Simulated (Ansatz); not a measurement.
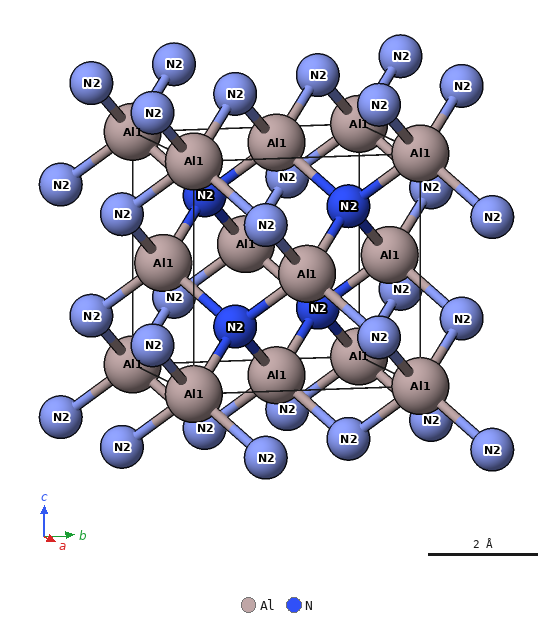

*The input geometry (ball-and-stick view of the cell 4 times as large as that of the calculation, set on its symmetry axes, seen slightly off an axis; neighbours outside the cell are drawn fainter; atoms are numbered from 1 in the order of the input). An atom can appear more than once, as a periodic image.*

Near neighbours in the periodic cell (some may lie outside the picture): Al has 4 N at 1.87 Å; N has 4 Al at 1.87 Å.

# Geometry relaxation of AlN (part 1 of 2)

- system: AlN (F-43m, 2 atoms in the cell)
- method: DFT, r2SCAN, PAW with Ansatz's default frozen-core files, scalar-relativistic, no spin polarisation (Ansatz 0.2.0)

The structure was built on a prototype by a generator; it need not be a known phase. It belongs to a series of runs on one base structure; here: cell relaxed at zero pressure. Figures and captions count atoms from 1; the log counts them from 0 in places.

The input
```yaml
crystal:
  lattice:
    - [0.0, 2.15443469, 2.15443469]
    - [2.15443469, 0.0, 2.15443469]
    - [2.15443469, 2.15443469, 0.0]
  atoms:
    - { symbol: Al, position: [0.0, 0.0, 0.0] }
    - { symbol: "N", position: [0.25, 0.25, 0.25] }
kpoints:
  mp_grid: { grid: [15, 15, 15] }
scf:
  occupations: { method: fermi_dirac, width: 0.08 }
hamiltonian:
  xc: r2scan
  pseudopotentials: { kind: paw }
output:
  forces: true
  stress: true
  write_density: true
  write_potential: true
  elf: true
  volumetric_format: npy
relax:
  f_tol: 0.005
  max_steps: 40
  cell: {}
```

Run as:
```bash
ansatz run input.yaml --threads 1 --pin off --max-ram 2048MiB --backend cpu --events-out ev --progress --plain --runs-dir out
```

Output
```
Engine: ansatz 0.2.0, aarch64-unknown-linux-gnu
Pseudopotentials: kind: paw
Pseudopotential: Al, paw, valence charge 3, recommended cutoff 500 eV (meta_gga), Al.paw.azcp
Pseudopotential: N, paw, valence charge 5, recommended cutoff 500 eV (meta_gga), N.paw.azcp
Functional definition: r2SCAN
  parameter k0 = 0.174
  parameter k1 = 0.065
  parameter a1 = 4.9479
  exchange = r2scan_x(k0 = k0, k1 = k1, a1 = a1)
  correlation = r2scan_c
Crystal: 2 atoms, lattice volume = 20.000 Å³
Basis set: ecut = 500 eV, 531 PW (Γ), exchange–correlation on 96×96×96 points (64 copies of the dense FFT grid, shifted against one another)
Bands: 8, of which v1, the nominal top of the filled ones, is band 4 counted from 1 (3 counted from 0)
Symmetry: 24 space group operations
Space group: F-43m (ITA 216), of the structure as read, at distance tolerance 2.7e-5 Å
k-points: 120 of 3375 (time reversal used)
Non-local potential: Al, projectors of the file, l = 0: 2, l = 1: 2, l = 2: 1
Non-local potential: N, projectors of the file, l = 0: 2, l = 1: 2, l = 2: 1
PAW form: soft (Blöchl's): semilocal exchange-correlation on the pseudo side does not see the compensation charge
PAW frozen core: Al, regenerated for the run's functional (the file was generated under x = pbe(κ = 0.804, μ = 0.2195149727645171), c = pbe(β = 0.06672455060314922))
PAW frozen core: N, regenerated for the run's functional (the file was generated under x = pbe(κ = 0.804, μ = 0.2195149727645171), c = pbe(β = 0.06672455060314922))
PAW one-centre angular grid: Al, 302 points (default); XC on 160 Gauss nodes
PAW one-centre angular grid: N, 302 points (default); XC on 160 Gauss nodes
Initial density: superposition of atomic densities (neutral atoms: chi_scale 0, normalization atom), corrected by the library's trained network
Initial wavefunctions: pseudopotential atomic-orbital guess
Functional: x = r2scan, c = r2scan; τ floored in thin density (d = 2e-4 eV/Å³)
SCF iter   1: F=—  HF=-928.337252 eV  |F-HF|=—  |Δ(HF+E_count)|=         —  Δρ=6.96e-3  dr2=1.02e-2  dr2_τ=1.74e-1  ethr=1.77e-3  ⟨swp⟩=4.8  Hψ=7133  notcnv=0
preconditioner: auto → none  [insulator: Δε(μ)=4.066 eV  Ē_g=16.991 eV  σ=0.080 eV  W_gap=1.00  n_scr=0 (ndim 8)  ℏωp=23.5 eV  f_vac=0.000  D(μ)=0.00/eV (n_scr^D=0)  ε∞_Penn≈2.9]
SCF iter   2: F=—  HF=-928.412470 eV  |F-HF|=—  |Δ(HF+E_count)|=   7.52e-2  Δρ=4.61e-3  dr2=1.89e-3  dr2_τ=1.80e-4  ethr=1.28e-4  ⟨swp⟩=2.1  Hψ=2887  notcnv=0
SCF iter   3: F=—  HF=-928.412293 eV  |F-HF|=—  |Δ(HF+E_count)|=   1.77e-4  Δρ=9.55e-4  dr2=1.10e-4  dr2_τ=3.11e-5  ethr=2.36e-5  ⟨swp⟩=1.0  Hψ=960  notcnv=0
SCF iter   4: F=—  HF=-928.412279 eV  |F-HF|=—  |Δ(HF+E_count)|=   1.39e-5  Δρ=1.72e-4  dr2=6.08e-6  dr2_τ=3.71e-7  ethr=1.37e-6  ⟨swp⟩=2.1  Hψ=1442  notcnv=0
SCF iter   5: F=—  HF=-928.412276 eV  |F-HF|=—  |Δ(HF+E_count)|=   2.59e-6  Δρ=5.94e-5  dr2=8.27e-7  dr2_τ=5.40e-8  ethr=7.60e-8  ⟨swp⟩=2.2  Hψ=1381  notcnv=0
SCF iter   6: F=—  HF=-928.412276 eV  |F-HF|=—  |Δ(HF+E_count)|=   5.78e-8  Δρ=2.24e-5  dr2=1.18e-7  dr2_τ=1.82e-9  ethr=1.03e-8  ⟨swp⟩=2.0  Hψ=1361  notcnv=0
SCF iter   7: F=-928.412276 eV  HF=-928.412276 eV  |F-HF|=3.45e-9  |Δ(HF+E_count)|=   1.55e-8  Δρ=5.14e-6  dr2=6.20e-9  dr2_τ=1.22e-10  ethr=1.25e-9  ⟨swp⟩=6.8  Hψ=4005  notcnv=0
SCF 1 converged in 7 iterations: F = -928.412276 eV  dr2 = 6.20e-9
  greatest PAW one-centre occupation: 0.797 electrons in one spin orbital (limit 2), on the N atom at site 1 (counted from 0), in its partial waves of l = 0
relax step   1: F+E_penalty+E_count = -928.41227597 eV  Δ(F+E_penalty+E_count) = +0.000e0 eV  max|allowed force component| = 2.220e-16 eV/Å  Δτ_max = 0.0000 Å  P = +9.604 GPa  Ω = 20.000 Å³  (7 SCF iters, dr2 threshold 1.00e-7 eV, accepted)
Crystal: 2 atoms, lattice volume = 20.421 Å³
Initial density: handed on by an earlier stage of this run
Initial wavefunctions: those handed on with the density
iter 1 solved again at ethr=6.49e-5 eV; its pass at ethr=3.10e-3 eV (dr2=5.19e-3 eV) is discarded
SCF iter   1: F=—  HF=-928.430977 eV  |F-HF|=—  |Δ(HF+E_count)|=         —  Δρ=4.69e-3  dr2=5.13e-3  dr2_τ=2.50e-3  ethr=6.49e-5  ⟨swp⟩=1.0  Hψ=7993  notcnv=0
preconditioner: auto → none  [insulator: Δε(μ)=3.966 eV  Ē_g=16.680 eV  σ=0.080 eV  W_gap=1.00  n_scr=0 (ndim 8)  ℏωp=23.2 eV  f_vac=0.000  D(μ)=0.00/eV (n_scr^D=0)  ε∞_Penn≈2.9]
SCF iter   2: F=—  HF=-928.430844 eV  |F-HF|=—  |Δ(HF+E_count)|=   1.33e-4  Δρ=1.61e-3  dr2=2.79e-4  dr2_τ=2.15e-4  ethr=6.42e-5  ⟨swp⟩=2.1  Hψ=1788  notcnv=0
SCF iter   3: F=—  HF=-928.430801 eV  |F-HF|=—  |Δ(HF+E_count)|=   4.30e-5  Δρ=4.79e-4  dr2=3.42e-5  dr2_τ=2.09e-6  ethr=3.49e-6  ⟨swp⟩=2.6  Hψ=1427  notcnv=0
SCF iter   4: F=—  HF=-928.430800 eV  |F-HF|=—  |Δ(HF+E_count)|=   1.27e-6  Δρ=1.03e-4  dr2=1.37e-6  dr2_τ=1.49e-7  ethr=4.28e-7  ⟨swp⟩=2.0  Hψ=1440  notcnv=0
SCF iter   5: F=-928.430799 eV  HF=-928.430799 eV  |F-HF|=2.89e-8  |Δ(HF+E_count)|=   2.92e-7  Δρ=1.74e-5  dr2=4.85e-8  dr2_τ=2.50e-9  ethr=2.50e-9  ⟨swp⟩=7.7  Hψ=4619  notcnv=0
SCF 2 converged in 5 iterations: F = -928.430799 eV  dr2 = 4.85e-8
  greatest PAW one-centre occupation: 0.795 electrons in one spin orbital (limit 2), on the N atom at site 1 (counted from 0), in its partial waves of l = 0
relax step   2: F+E_penalty+E_count = -928.43079921 eV  Δ(F+E_penalty+E_count) = -1.852e-2 eV  max|allowed force component| = 1.688e-16 eV/Å  Δτ_max = 0.0000 Å  P = +4.671 GPa  Ω = 20.421 Å³  energy of the carried Pulay correction = -1.131e-4 eV  (5 SCF iters, dr2 threshold 2.00e-7 eV, accepted)
Crystal: 2 atoms, lattice volume = 20.836 Å³
iter 1 solved again at ethr=5.88e-5 eV; its pass at ethr=3.10e-3 eV (dr2=4.70e-3 eV) is discarded
SCF iter   1: F=—  HF=-928.437105 eV  |F-HF|=—  |Δ(HF+E_count)|=         —  Δρ=4.39e-3  dr2=4.66e-3  dr2_τ=2.28e-3  ethr=5.88e-5  ⟨swp⟩=1.0  Hψ=7989  notcnv=0
preconditioner: auto → none  [insulator: Δε(μ)=3.952 eV  Ē_g=16.476 eV  σ=0.080 eV  W_gap=1.00  n_scr=0 (ndim 8)  ℏωp=23.0 eV  f_vac=0.000  D(μ)=0.00/eV (n_scr^D=0)  ε∞_Penn≈3.0]
SCF iter   2: F=—  HF=-928.437025 eV  |F-HF|=—  |Δ(HF+E_count)|=   8.04e-5  Δρ=1.56e-3  dr2=2.76e-4  dr2_τ=2.00e-4  ethr=5.82e-5  ⟨swp⟩=2.0  Hψ=1778  notcnv=0
SCF iter   3: F=—  HF=-928.436981 eV  |F-HF|=—  |Δ(HF+E_count)|=   4.40e-5  Δρ=4.59e-4  dr2=3.28e-5  dr2_τ=1.93e-6  ethr=3.45e-6  ⟨swp⟩=2.6  Hψ=1424  notcnv=0
SCF iter   4: F=—  HF=-928.436980 eV  |F-HF|=—  |Δ(HF+E_count)|=   5.08e-7  Δρ=9.90e-5  dr2=1.36e-6  dr2_τ=1.43e-7  ethr=4.10e-7  ⟨swp⟩=2.0  Hψ=1440  notcnv=0
SCF iter   5: F=-928.436980 eV  HF=-928.436980 eV  |F-HF|=3.07e-8  |Δ(HF+E_count)|=   2.91e-7  Δρ=1.73e-5  dr2=5.09e-8  dr2_τ=2.56e-9  ethr=2.50e-9  ⟨swp⟩=7.6  Hψ=4615  notcnv=0
SCF 3 converged in 5 iterations: F = -928.436980 eV  dr2 = 5.09e-8
  greatest PAW one-centre occupation: 0.794 electrons in one spin orbital (limit 2), on the N atom at site 1 (counted from 0), in its partial waves of l = 0
relax step   3: F+E_penalty+E_count = -928.43698003 eV  Δ(F+E_penalty+E_count) = -6.181e-3 eV  max|allowed force component| = 9.368e-17 eV/Å  Δτ_max = 0.0000 Å  P = +0.255 GPa  Ω = 20.836 Å³  energy of the carried Pulay correction = -2.224e-4 eV  (5 SCF iters, dr2 threshold 2.00e-7 eV, accepted)
Crystal: 2 atoms, lattice volume = 20.860 Å³
iter 1 solved again at ethr=1.72e-7 eV; its pass at ethr=3.10e-3 eV (dr2=1.38e-5 eV) is discarded
SCF iter   1: F=—  HF=-928.436994 eV  |F-HF|=—  |Δ(HF+E_count)|=         —  Δρ=2.37e-4  dr2=1.37e-5  dr2_τ=7.33e-6  ethr=1.72e-7  ⟨swp⟩=1.0  Hψ=7362  notcnv=0
preconditioner: auto → none  [insulator: Δε(μ)=4.006 eV  Ē_g=16.501 eV  σ=0.080 eV  W_gap=1.00  n_scr=0 (ndim 8)  ℏωp=23.0 eV  f_vac=0.000  D(μ)=0.00/eV (n_scr^D=0)  ε∞_Penn≈2.9]
SCF iter   2: F=—  HF=-928.436994 eV  |F-HF|=—  |Δ(HF+E_count)|=   2.44e-7  Δρ=8.71e-5  dr2=8.46e-7  dr2_τ=5.90e-7  ethr=1.72e-7  ⟨swp⟩=2.0  Hψ=1399  notcnv=0
SCF iter   3: F=-928.436994 eV  HF=-928.436994 eV  |F-HF|=6.42e-9  |Δ(HF+E_count)|=   1.09e-7  Δρ=2.67e-5  dr2=1.12e-7  dr2_τ=6.98e-9  ethr=2.03e-9  ⟨swp⟩=7.7  Hψ=4650  notcnv=0
SCF 4 converged in 3 iterations: F = -928.436994 eV  dr2 = 1.12e-7
relax step   4: F+E_penalty+E_count = -928.43699386 eV  Δ(F+E_penalty+E_count) = -1.383e-5 eV  max|allowed force component| = 1.249e-16 eV/Å  Δτ_max = 0.0000 Å  P = +0.009 GPa  Ω = 20.860 Å³  energy of the carried Pulay correction = -2.287e-4 eV  (3 SCF iters, dr2 threshold 1.62e-7 eV, accepted)
Initial wavefunctions: pseudopotential atomic-orbital guess (no wavefunctions were taken with the density)
iter 1 solved again at ethr=3.20e-8 eV; its pass at ethr=3.10e-3 eV (dr2=2.56e-6 eV) is discarded
SCF iter   1: F=—  HF=-928.437199 eV  |F-HF|=—  |Δ(HF+E_count)|=         —  Δρ=9.04e-5  dr2=2.07e-7  dr2_τ=2.79e-7  ethr=3.20e-8  ⟨swp⟩=3.0  Hψ=9845  notcnv=0
preconditioner: auto → none  [insulator: Δε(μ)=4.009 eV  Ē_g=16.503 eV  σ=0.080 eV  W_gap=1.00  n_scr=0 (ndim 8)  ℏωp=23.0 eV  f_vac=0.000  D(μ)=0.00/eV (n_scr^D=0)  ε∞_Penn≈2.9]
SCF iter   2: F=—  HF=-928.437202 eV  |F-HF|=—  |Δ(HF+E_count)|=   2.90e-6  Δρ=4.68e-5  dr2=5.08e-8  dr2_τ=1.00e-7  ethr=2.59e-9  ⟨swp⟩=2.6  Hψ=1416  notcnv=0
SCF iter   3: F=—  HF=-928.437203 eV  |F-HF|=—  |Δ(HF+E_count)|=   9.89e-7  Δρ=1.05e-5  dr2=2.03e-8  dr2_τ=3.29e-9  ethr=6.35e-10  ⟨swp⟩=2.0  Hψ=1432  notcnv=0
SCF iter   4: F=—  HF=-928.437203 eV  |F-HF|=—  |Δ(HF+E_count)|=   8.81e-9  Δρ=1.06e-6  dr2=7.22e-11  dr2_τ=1.38e-11  ethr=2.54e-10  ⟨swp⟩=2.5  Hψ=1402  notcnv=0
SCF iter   5: F=-928.437203 eV  HF=-928.437203 eV  |F-HF|=8.41e-12  |Δ(HF+E_count)|=  4.01e-10  Δρ=8.24e-8  dr2=6.60e-13  dr2_τ=3.28e-13  ethr=1.00e-12  ⟨swp⟩=5.0  Hψ=3375  notcnv=0
SCF 5 converged in 5 iterations: F = -928.437203 eV  dr2 = 6.60e-13
relax step   5: F+E_penalty+E_count = -928.43720304 eV  Δ(F+E_penalty+E_count) = -2.092e-4 eV  max|allowed force component| = 1.249e-16 eV/Å  Δτ_max = 0.0000 Å  P = +0.004 GPa  Ω = 20.860 Å³  stress off target by 3.80e-3 GPa  SCF on the basis re-selected at this cell (its energy is not comparable with the rows above)  (5 SCF iters)
```

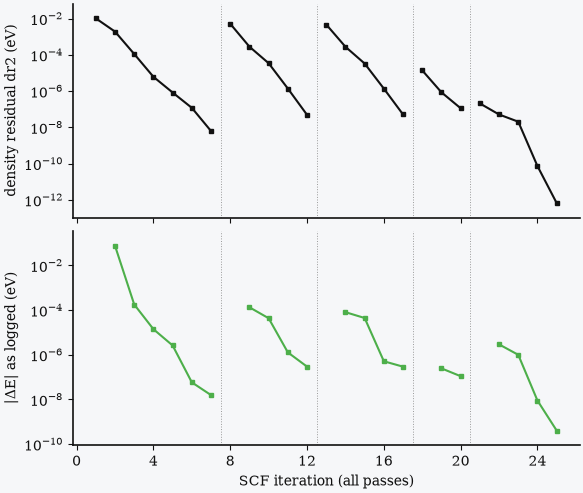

*Convergence of the self-consistent field: density residual dr2 and size of the energy change against the SCF iteration. The dotted lines part the SCF passes of the relaxation: geometry steps, rejected trials and re-solves on a re-selected basis.*

The 5 passes take 3 to 7 iterations each, 25 in all.

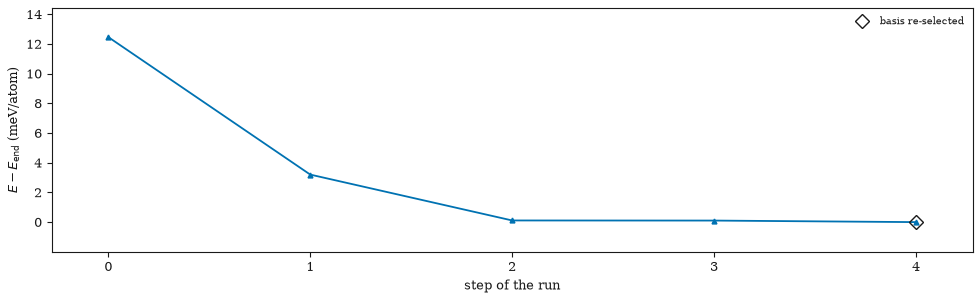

*Progress of the relaxation, step by step (the first geometry is step 0 here and step 1 in the log).*
